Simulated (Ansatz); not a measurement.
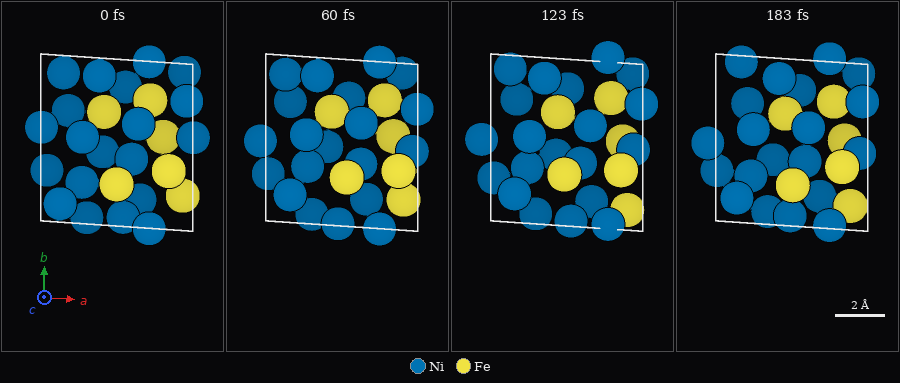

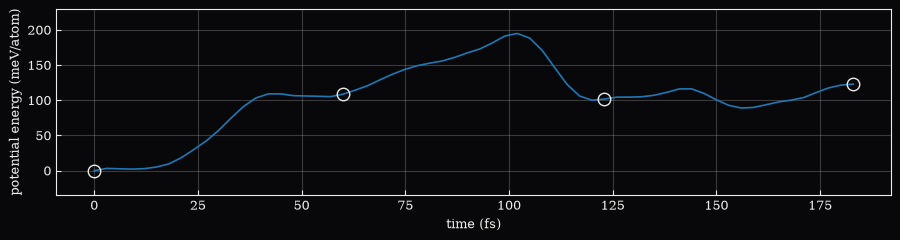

A Born-Oppenheimer molecular dynamics run of an amorphous cell of composition FeNi3 (24 atoms in the cell), 183 fs long. Frames and the history of the run. The picture is a spheres-only view of the simulation cell, seen along the c axis.

Theory: Ansatz, DFT PBE, scalar-relativistic, plane waves, PAW. Settings: plane-wave cutoff 420 eV; k-point mesh 1 × 1 × 1; Fermi-Dirac smearing 0.219 eV; volume 1.05 times that of the relaxed crystal; set temperature 2540 K; time step 3 fs.

Describe the run.

Answer. Root-mean-square distances from the starting positions over the second half, with the common drift of all atoms taken out: Fe 0.46 Å, Ni 0.42 Å. Against the typical shortest distance between atoms in the first frame, about 2.2 Å these are large excursions, but over 183 fs one can't yet tell strong vibration from the start of diffusion. Over the second half the temperature averages 2281 K (spread ±400 K). The potential energy in the second half lies on average 122 meV per atom above the first frame. The mean pressure there is 4.7 GPa.

Limits of the set-up: the k-point mesh is coarse for a cell with partly filled bands; the periodic images lie only 6.3 Å apart, so the values are limited by the cell's size.

The run took 6.6 min on 2 threads of Arm Neoverse V1, with other jobs on the host, peak memory 0.77 GiB.
